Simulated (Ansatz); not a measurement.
## Two runs on Si

System: Si (Cmmm, 8 atoms in the cell).
Method of run 1: DFT, PBE, plane waves, PAW, no spin polarisation (Ansatz 0.2.0).

The structure was made by a generator, so it may or may not be a known phase. Text and figures count atoms from 1; the logs count them from 0 in places.

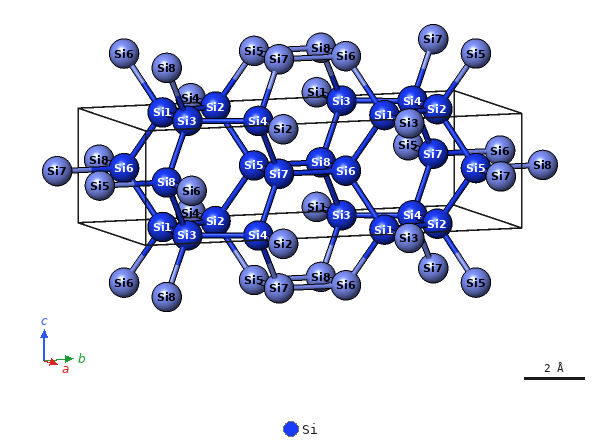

Fig. 1: The structure as given in the input (ball-and-stick view of the cell 2 times as large as that of the calculation, set on its symmetry axes, seen slightly off an axis; neighbours outside the cell are drawn fainter; atoms are numbered from 1 in the order of the input). Near neighbours in the crystal (not all of them lie inside the picture): Si has 4 Si at 2.36 to 2.39 Å.

The input, run 1:
```yaml
crystal:
  lattice:
    - [3.2405709123, -6.7053006754, 0.0]
    - [3.2405709123, 6.7053006754, 0.0]
    - [0.0, 0.0, 3.8593116521]
  atoms:
    - { symbol: Si, position: [0.1485739405, 0.4839235793, 0.0] }
    - { symbol: Si, position: [0.8514260595, 0.5160764207, 0.0] }
    - { symbol: Si, position: [0.5160764207, 0.8514260595, 0.0] }
    - { symbol: Si, position: [0.4839235793, 0.1485739405, 0.0] }
    - { symbol: Si, position: [0.9045053915, 0.7266935922, 0.5] }
    - { symbol: Si, position: [0.0954946085, 0.2733064078, 0.5] }
    - { symbol: Si, position: [0.2733064078, 0.0954946085, 0.5] }
    - { symbol: Si, position: [0.7266935922, 0.9045053915, 0.5] }
basis:
  ecutwfc: 420
kpoints:
  mp_grid: { grid: [6, 6, 10] }
hamiltonian:
  xc: pbe
scf:
  occupations: { method: gaussian, width: 0.02 }
  algorithm: density_mixing
output:
  forces: true
  eigenvalues: true
  stress: true
```

Command:
```bash
ansatz run input.yaml --threads 1 --pin off --max-ram 2560MiB --backend cpu --events-out ev --progress --plain --runs-dir out
```

Hardware: 1 thread of Arm Neoverse V1, 24 GiB of memory available, shared host.

Output, shortened to warnings, some set-up lines, iterations and results (run 1):
```
Basis set: ecut = 420 eV, 3273 PW (Γ), exchange–correlation on 100×100×54 points (8 copies of the dense FFT grid, shifted against one another)
Symmetry: 8 space group operations
k-points: 78 of 360
Initial density: superposition of atomic densities (neutral atoms: chi_scale 0, normalization atom), corrected by the library's trained network
[...]
SCF iter   1: F=—  HF=-5085.995665 eV  |F-HF|=—  |Δ(HF+E_count)|=         —  Δρ=1.29e-3  dr2=3.07e-3  ethr=1.77e-3  ⟨swp⟩=7.6  Hψ=11249  notcnv=0  defer=1
SCF iter   2: F=—  HF=-5085.997143 eV  |F-HF|=—  |Δ(HF+E_count)|=   1.48e-3  Δρ=7.53e-4  dr2=1.09e-3  ethr=9.60e-6  ⟨swp⟩=2.1  Hψ=3923  notcnv=0  defer=141
SCF iter   3: F=—  HF=-5085.997524 eV  |F-HF|=—  |Δ(HF+E_count)|=   3.80e-4  Δρ=1.34e-4  dr2=4.06e-5  ethr=3.41e-6  ⟨swp⟩=2.0  Hψ=3143  notcnv=0  defer=75
SCF iter   4: F=—  HF=-5085.997532 eV  |F-HF|=—  |Δ(HF+E_count)|=   8.60e-6  Δρ=5.95e-5  dr2=6.90e-6  ethr=1.27e-7  ⟨swp⟩=2.7  Hψ=3040  notcnv=0  defer=75
SCF iter   5: F=—  HF=-5085.997542 eV  |F-HF|=—  |Δ(HF+E_count)|=   1.02e-5  Δρ=1.11e-5  dr2=5.26e-7  ethr=2.16e-8  ⟨swp⟩=2.0  Hψ=2883  notcnv=0  defer=75
SCF iter   6: F=-5085.997543 eV  HF=-5085.997543 eV  |F-HF|=2.63e-8  |Δ(HF+E_count)|=   2.12e-7  Δρ=5.59e-6  dr2=7.57e-8  ethr=3.13e-10  ⟨swp⟩=9.0  Hψ=8714  notcnv=0
SCF 1 converged in 6 iterations: F = -5085.997543 eV  dr2 = 7.57e-8
SCF converged after 6 iterations
Free energy (F): -5085.997543 eV
Harris-Foulkes:  -5085.997543 eV  (|F-HF|=2.63e-8)
Internal energy: -5085.997543 eV  (E = F + TS)
E sigma→0 (E₀):  -5085.997543 eV
Fermi energy:    6.186020 eV
--- Per-component energies (eV) ---
  E_band       = 24.849863
  E_kinetic    = 320.251688
  E_local      = -254.331030  (includes V_loc(G=0)·N_el)
  E_nonlocal   = 206.965657
  E_hartree    = 71.896128
  E_xc         = -440.243059
  E_vxc        = -372.251030  (∫ρ·V_xc dr)
  E_paw        = -4101.992198  (= ΣΔE_a)
  E_vpaw       = -19.574904  (= ΣTr[D̂ρ^β])
  E_aug_tail   = 0.000051  (compensation charges beyond the density's cutoff)
  E_ewald      = -888.544779
  E_smearing   = -0.000000  (= −TS)
  E_closure    = -0.000000  (closes the sum)
  Σ components = -5085.997543   (vs F -5085.997543, Δ=0.00e0)
--- Forces (eV/Å), atoms counted from 1 ---
  atom   1  Si    -0.00155768    -0.00209957     0.00000000
  atom   2  Si     0.00155768     0.00209957    -0.00000000
  atom   3  Si     0.00155768    -0.00209957    -0.00000000
  atom   4  Si    -0.00155768     0.00209957     0.00000000
  atom   5  Si    -0.00174137    -0.00203381     0.00000000
  atom   6  Si     0.00174137     0.00203381    -0.00000000
  atom   7  Si     0.00174137    -0.00203381    -0.00000000
  atom   8  Si    -0.00174137     0.00203381     0.00000000
  max |Σ_I F_I| component: 1.04e-17 eV/Å
--- Stress (GPa, compression-positive) ---
        0.014004       0.000000       0.000000
        0.000000       0.012235       0.000000
        0.000000       0.000000      -0.002227
  P = ⅓ Tr σ = 0.0080 GPa (0.080 kbar)
```

The input of run 2 differs as follows (lines with − go, lines with + come):
```diff
+  symmetry: { detect: false }
-  xc: pbe
+  xc: pbesol
-  algorithm: density_mixing
```

Predict how the results change.

The total energies belong to different methods, so their difference says nothing on which is more stable or more accurate. The gap on the mesh goes from 0.53 to 0.43 eV. The pressure goes from 0.01 to −1.74 GPa. The functional changes from PBE to PBEsol. Along LDA, PBEsol, PBE and RPBE the binding weakens and the preferred volume grows, so the same cell is under more pressure with the later ones. The number of SCF iterations is the same. The irreducible k-points go from 78 to 184. On the same kind of shared host run 2 took about 3.1 times as long.

Output, shortened to warnings, some set-up lines, iterations and results (run 2):
```
Basis set: ecut = 420 eV, 3273 PW (Γ), exchange–correlation on 100×100×54 points (8 copies of the dense FFT grid, shifted against one another)
Symmetry: 1 space group operations
k-points: 184 of 360 (time reversal used)
Initial density: superposition of atomic densities (neutral atoms: chi_scale 0, normalization atom), corrected by the library's trained network
[...]
SCF iter   1: F=—  HF=-4971.417114 eV  |F-HF|=—  |Δ(HF+E_count)|=         —  Δρ=2.43e-3  dr2=1.28e-2  ethr=1.77e-3  ⟨swp⟩=7.6  Hψ=26686  notcnv=0  defer=7
SCF iter   2: F=—  HF=-4971.416468 eV  |F-HF|=—  |Δ(HF+E_count)|=   6.46e-4  Δρ=1.35e-3  dr2=4.25e-3  ethr=3.99e-5  ⟨swp⟩=2.3  Hψ=9159  notcnv=0  defer=353
SCF iter   3: F=—  HF=-4971.415772 eV  |F-HF|=—  |Δ(HF+E_count)|=   6.97e-4  Δρ=1.53e-4  dr2=6.50e-5  ethr=1.33e-5  ⟨swp⟩=2.9  Hψ=7248  notcnv=0  defer=189
SCF iter   4: F=—  HF=-4971.415757 eV  |F-HF|=—  |Δ(HF+E_count)|=   1.42e-5  Δρ=5.43e-5  dr2=5.44e-6  ethr=2.03e-7  ⟨swp⟩=2.3  Hψ=6967  notcnv=0  defer=189
SCF iter   5: F=—  HF=-4971.415763 eV  |F-HF|=—  |Δ(HF+E_count)|=   5.37e-6  Δρ=1.05e-5  dr2=3.72e-7  ethr=1.70e-8  ⟨swp⟩=2.0  Hψ=6885  notcnv=0  defer=189
SCF iter   6: F=-4971.415763 eV  HF=-4971.415763 eV  |F-HF|=4.40e-8  |Δ(HF+E_count)|=   1.67e-7  Δρ=4.39e-6  dr2=3.66e-8  ethr=3.13e-10  ⟨swp⟩=8.7  Hψ=19165  notcnv=0
SCF 1 converged in 6 iterations: F = -4971.415763 eV  dr2 = 3.66e-8
SCF converged after 6 iterations
Free energy (F): -4971.415763 eV
Harris-Foulkes:  -4971.415763 eV  (|F-HF|=4.40e-8)
Internal energy: -4971.415763 eV  (E = F + TS)
E sigma→0 (E₀):  -4971.415763 eV
Fermi energy:    6.085161 eV
--- Per-component energies (eV) ---
  E_band       = 22.603835
  E_kinetic    = 319.160701
  E_local      = -253.360296  (includes V_loc(G=0)·N_el)
  E_nonlocal   = 207.347032
  E_hartree    = 70.684359
  E_xc         = -435.831494
  E_vxc        = -372.554784  (∫ρ·V_xc dr)
  E_paw        = -3991.123821  (= ΣΔE_a)
  E_vpaw       = -19.357860  (= ΣTr[D̂ρ^β])
  E_aug_tail   = 0.000050  (compensation charges beyond the density's cutoff)
  E_ewald      = -888.544779
  E_core_change = 0.252485  (= ΣΔE_core)
  E_smearing   = -0.000000  (= −TS)
  E_closure    = 0.000000  (closes the sum)
  Σ components = -4971.415763   (vs F -4971.415763, Δ=0.00e0)
--- Forces (eV/Å), atoms counted from 1 ---
  atom   1  Si    -0.00464545     0.01005829     0.00000024
  atom   2  Si     0.00464553    -0.01005830    -0.00000000
  atom   3  Si     0.00464546     0.01005822     0.00000001
  atom   4  Si    -0.00464547    -0.01005831     0.00000001
  atom   5  Si     0.00614971    -0.00910542     0.00000008
  atom   6  Si    -0.00614953     0.00910534    -0.00000029
  atom   7  Si    -0.00614973    -0.00910535    -0.00000012
  atom   8  Si     0.00614953     0.00910546     0.00000002
  max |Σ_I F_I| component: 7.52e-8 eV/Å
--- Stress (GPa, compression-positive) ---
       -1.705624       0.000000       0.000001
        0.000000      -1.731651       0.000000
        0.000001       0.000000      -1.780256
  P = ⅓ Tr σ = -1.7392 GPa (-17.392 kbar)
```

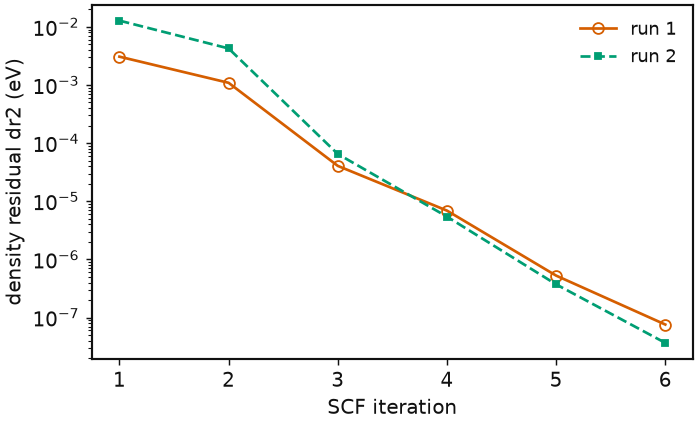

Fig. 2: Convergence of the two runs: density residual dr2 against the SCF iteration. Run 1 takes 6 iterations in all, and run 2 takes 6.

The two runs side by side:

| quantity | run 1 | run 2 |
| --- | --- | --- |
| outcome | converged | converged |
| free energy per atom (eV) | −635.7497 | −621.4270 |
| gap on the mesh (eV) | 0.53 | 0.43 |
| pressure (GPa) | 0.01 | −1.74 |
| largest force (eV/Å) | 0.003 | 0.011 |
| SCF iterations | 6 | 6 |
| irreducible k-points | 78 | 184 |
| plane waves at Γ | 3273 | 3273 |
| wall time (shared host) | 23 s | 70 s |
